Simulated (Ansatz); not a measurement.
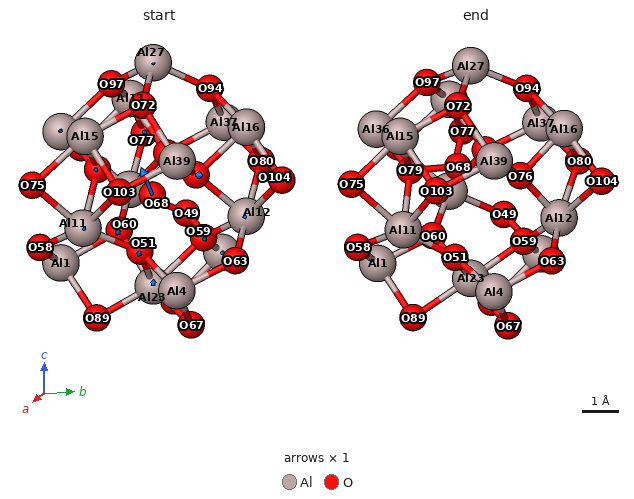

The structure of a defect cell of composition Al47O73 (cell charge −2) before (left) and after (right) a relaxation, at one scale. The blue arrows give the displacements, at their true length.

A ball-and-stick model of the atoms within 4.2 Å of the atom that moves most (axes of the cell of the calculation (origin shifted)), seen slightly off an axis.

The calculation used DFT, PBEsol, PAW, plane waves in Ansatz 0.2.0. Settings: plane-wave cutoff 420 eV; k-point mesh 1 × 1 × 1; mesh shifted by (0.25, 0.25, 0.25); collinear spin; atoms relaxed in a fixed cell; force threshold 0.03 eV/Å; at most 80 steps.

### What changed between the two?

After 11 geometry steps the energy has fallen by 7.140 eV per cell of the calculation. The largest force component goes from 4.2 to 0.017 eV/Å. The largest move is that of an O atom, 0.92 Å along [0 −1 2]. By element the largest moves are O 0.92 Å, Al 0.21 Å. The cell doesn't change. Among the contacts that change: O–O 1.849 → 1.425 Å, Al–O 1.946 → 2.160 Å, Al–O 2.012 → 1.841 Å, Al–O 1.973 → 2.125 Å. New bonds form, among them: O–O (1.85 → 1.42 Å). Among the angles between lasting bonds that change: O–Al–O 77.9° → 93.9°, O–Al–O 79.6° → 94.4°, O–Al–O 161.9° → 176.5°. The program noted that the starting moments weren't kept.

Limits of the set-up: the cell is charged, on a uniform background, and energies carry no finite-size correction.
